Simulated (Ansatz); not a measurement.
**CHF3 (SMILES FC(F)F): PBE0/STO-3G**

What is the electronic atomisation energy of CHF3 at PBE0/STO-3G? 

Program for the calculation: Ansatz 0.2.0.

55 further runs of the same task are left out: 7 that didn't finish, 48 set aside as unsound or not needed.

### 1 The molecule

The species is CHF3 (5 atoms), meant as a singlet with charge 0. As SMILES, `FC(F)F`. The shape is that of a GFN2-xTB optimisation.

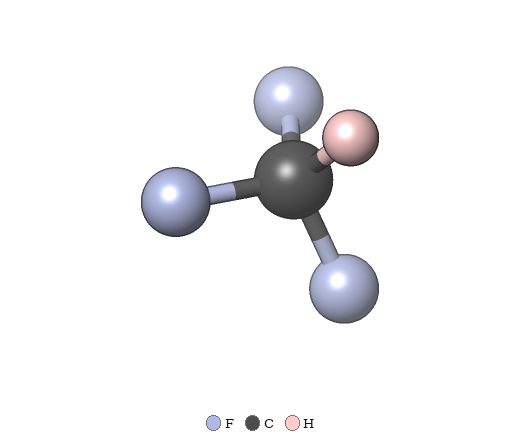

Viewed from a chosen angle; fluorine light blue, carbon dark grey, hydrogen pink.

### 2 A single-point energy at PBE0/STO-3G

run.yaml

```yaml
crystal:
  periodic: [false, false, false]
  atoms:
    - symbol: F
      position_ang: [-0.667670, -0.332390, 1.075060]
    - symbol: C
      position_ang: [0.018950, 0.054610, 0.006800]
    - symbol: F
      position_ang: [1.042420, -0.774930, -0.157420]
    - symbol: F
      position_ang: [-0.771270, -0.038770, -1.056390]
    - symbol: H
      position_ang: [0.377570, 1.091490, 0.131950]
basis:
  gaussian:
    orbitals: STO-3G
accuracy: high
hamiltonian:
  xc: pbe0
```

Launch:

```
$ ansatz run run.yaml --threads 1 --pin off --max-ram 2610MiB --events-out events.jsonl --progress --plain --runs-dir runs
```

Output:

```text
Warning: RAYON_NUM_THREADS=1 ignored (pool sized by the plan → 1); use --threads N
Functional definition: PBE0
  name "PBE0"
  parameter a = 0.25
  parameter kappa = 0.804
  parameter beta = 0.06672455060314922
  exchange = (1 - a)*pbe_x(kappa = kappa, mu = beta*pi^2/3) + a*exact_x
  correlation = pbe_c(beta = beta)
395 factors; integrals over basis functions are off by at most 3.5e-8 eV
mean field evaluation 1: about -9062.1147 eV, gradient 2.8e1 eV
mean field evaluation 2: about -9062.6903 eV, gradient 2.6e1 eV
mean field evaluation 4: about -9064.4658 eV, gradient 2.4e-1 eV
mean field evaluation 8: about -9064.4896 eV, gradient 1.2e-3 eV
mean field evaluation 16: about -9064.4896 eV, gradient 2.9e-8 eV
mean field -9064.48961410 eV, -333.1138491863 hartree, gradient 1.7e-8 eV, S^2 0.000000; 0 other end points of the search recorded, 0 dependent functions left out
reference -9064.48961490 eV, -333.1138492159 hartree; 17, 17 occupied and 4, 4 virtual orbitals, 395 factors
Total energy: -9064.48961490 eV, -333.1138492159 hartree
```

It took 1.3 s on 1 thread of Arm Neoverse V1, shared host; peak memory 0.095 GiB.

### 3 The C atom at the same level

in.yaml

```yaml
crystal:
  periodic: [false, false, false]
  atoms:
    - {symbol: C, position_ang: [0.000000, 0.000000, 0.000000]}
basis:
  gaussian:
    orbitals: STO-3G
total_charge: 0
magnetization:
  spin_polarized: true
  initial_magnetization: 2
hamiltonian:
  xc: pbe0
accuracy: high
```

Run the same way, it converges to -37.30347 Eh (log not shown).

### 4 The F atom at the same level

molecule.yaml

```yaml
crystal:
  periodic: [false, false, false]
  atoms:
    - {symbol: F, position_ang: [0.000000, 0.000000, 0.000000]}
basis:
  gaussian:
    orbitals: STO-3G
magnetization:
  spin_polarized: true
  initial_magnetization: 1
hamiltonian:
  xc: pbe0
accuracy: high
```

Launch:

```
$ ansatz run molecule.yaml --threads 1 --pin off --max-ram 2610MiB --events-out events.jsonl --progress --plain --runs-dir runs
```

Output:

```text
Warning: RAYON_NUM_THREADS=1 ignored (pool sized by the plan → 1); use --threads N
Functional definition: PBE0
  name "PBE0"
  parameter a = 0.25
  parameter kappa = 0.804
  parameter beta = 0.06672455060314922
  exchange = (1 - a)*pbe_x(kappa = kappa, mu = beta*pi^2/3) + a*exact_x
  correlation = pbe_c(beta = beta)
15 factors; integrals over basis functions are off by at most 1.2e-9 eV
mean field evaluation 1: about -2672.2343 eV, gradient 4.0e-13 eV
mean field evaluation 2: about -2672.2350 eV, gradient 4.3e-12 eV
mean field -2672.23498369 eV, -98.2028243448 hartree, gradient 0.0e0 eV, S^2 0.750000; 0 other end points of the search recorded, 0 dependent functions left out
reference -2672.23498392 eV, -98.2028243531 hartree; 5, 4 occupied and 0, 1 virtual orbitals, 15 factors
Total energy: -2672.23498392 eV, -98.2028243531 hartree
```

It took 0.16 s on 1 thread of Arm Neoverse V1, shared host.

### 5 The H atom

job.yaml

```yaml
crystal:
  periodic: [false, false, false]
  atoms:
    - {symbol: H, position_ang: [0.000000, 0.000000, 0.000000]}
basis:
  gaussian:
    orbitals: STO-3G
magnetization:
  spin_polarized: true
  initial_magnetization: 1
hamiltonian:
  xc: pbe0
accuracy: high
```

Run the same way, it converges to -0.46651 Eh (log not shown).

### 6 Summary of results

Level: PBE0/STO-3G.

| quantity | value |
| --- | --- |
| molecule: total energy | -333.11385 Eh |
| C atom: total energy | -37.30347 Eh |
| C atom: ⟨S²⟩ | 2.000 |
| F atom: total energy | -98.20282 Eh |
| F atom: ⟨S²⟩ | 0.750 |
| H atom: total energy | -0.46651 Eh |
| H atom: ⟨S²⟩ | 0.750 |
| electronic atomisation energy | 20.011 eV |

In words: Taking the molecule apart into free atoms costs 20.01 eV (1931 kJ/mol), before zero-point energy and without spin-orbit coupling. In a minimal basis such a difference can be off by several eV, whatever the method.
